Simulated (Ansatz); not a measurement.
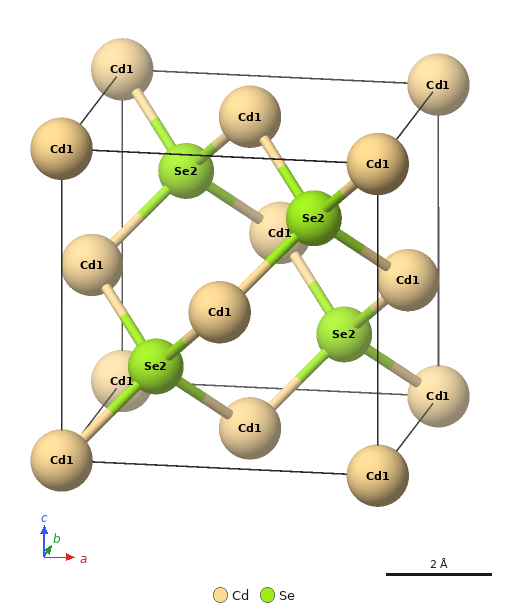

Reference structure: a symmetric starting cell of CdSe. A ball-and-stick model of the conventional cell (4 times the calculation's cell), seen slightly off an axis. Lengths and directions refer to the drawn axes.

Theory: DFT r2SCAN, scalar-relativistic, plane waves, PAW (Ansatz). Set-up: plane-wave cutoff 500 eV; k-point mesh 10 × 10 × 10; occupations gaussian; smearing width 0.05 eV; no spin polarisation.

The variant: All lengths are scaled by +1.8 % (volume +5.6 %), the atoms keeping their fractional coordinates. No relaxation follows. The starting cell wasn't computed here and needn't be at equilibrium, so pressure and forces aren't due to the change alone.

### What does the calculation give for the changed structure?

The pressure is −2.6 GPa (not all of it need come from the change, since the unchanged cell can be under pressure at this level too). All forces vanish by symmetry. Among the bonded contacts that change: Cd–Se 2.659 → 2.708 Å. The space group stays F-43m (No. 216).

The changed structure in the same view:

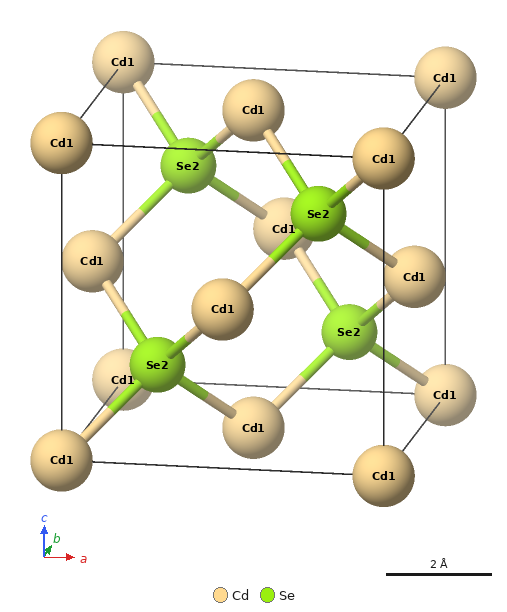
